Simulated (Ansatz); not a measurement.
**PtS2 (slab): density, localisation and related maps**

Input file:

```
crystal:
  lattice:
    - [3.5414386157, 0.0, 0.0]
    - [-1.7707193078, 3.0669758072, 0.0]
    - [0.0, 0.0, 22.467157544]
  atoms:
    - { symbol: S, position: [0.6666666667, 0.3333333333, 0.2002923597] }
    - { symbol: Pt, position: [0.0, 0.0, 0.2555636767] }
    - { symbol: S, position: [0.3333333333, 0.6666666667, 0.3108349936] }
    - { symbol: S, position: [0.8333333333, 0.6666666667, 0.4648375635] }
    - { symbol: Pt, position: [0.1666666667, 0.3333333333, 0.5201088805] }
    - { symbol: S, position: [0.5, 1.0, 0.5753801975] }
basis:
  ecutwfc: 420
kpoints:
  mp_grid: { grid: [9, 9, 1] }
hamiltonian:
  xc: pbe
  dispersion: d3bj
scf:
  occupations: { method: gaussian, width: 0.05 }
output:
  forces: true
  eigenvalues: true
  write_density: true
  write_potential: true
  elf: true
  volumetric_format: npy
efield:
  axis: 3
  dipole_correction: true
  ramp_width: 0.04
```

Command:

```sh
ansatz run input.yaml --threads 1 --pin off --max-ram 3072MiB --backend cpu --events-out ev --progress --plain --runs-dir out
```

Level of theory: DFT PBE+D3(BJ), scalar-relativistic, plane waves, PAW (Ansatz).

In a PAW calculation such maps are meaningful between the atoms, not at the nuclei.

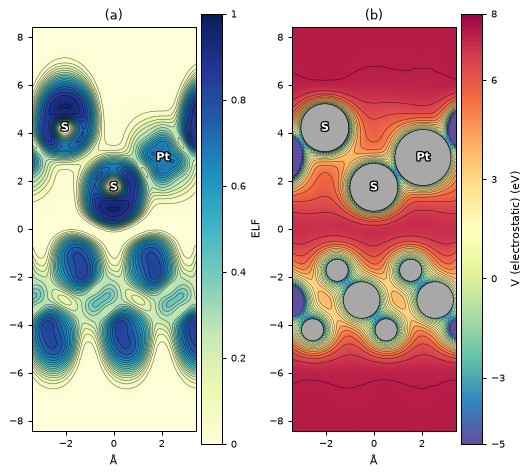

Figure 1. (a) ELF; (b) electrostatic potential (local pseudopotential plus Hartree) felt by an electron on the (110) plane of the calculation cell, a cut from vacuum to vacuum. Grey discs cover the atomic cores in the potential map.

> Read the bonding off the picture.

Atoms in the plane: S and Pt. Atoms just off the plane (S, 0.9 Å away and Pt, 0.9 Å away) can leave unmarked features too. Pt–S (2.39 Å): the ELF peaks at about 0.90 in the valence shell of S, 0.8 Å from its nucleus, and is about 0.45 at the midpoint. The features right at Pt lie inside the PAW spheres, where the map follows smoothed inner orbitals and isn't to be read closely. Outside the cores the potential energy rises away from the atoms and is highest in the vacuum; its zero is arbitrary.

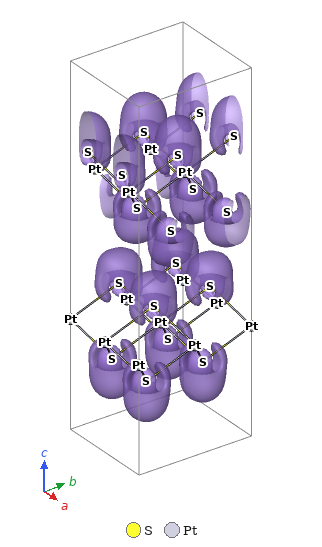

Figure 2. Isosurface of the ELF at 0.8 (purple), seen slightly off an axis. Core shells and regions of very low density are left out. Sticks mark near contacts.

> Where are the electrons localised?

The ELF exceeds this value in four regions wrapped around S (the valence shell of each), counted in one cell of 6 atoms. Counts are for one cell; the picture repeats the cell along the surface.

> Does the calculation make it a metal, or give it a gap?

It is gapped, with a Kohn–Sham gap of 1.5 eV on the k-point mesh (the band edges may lie off the mesh, which would make the gap smaller).
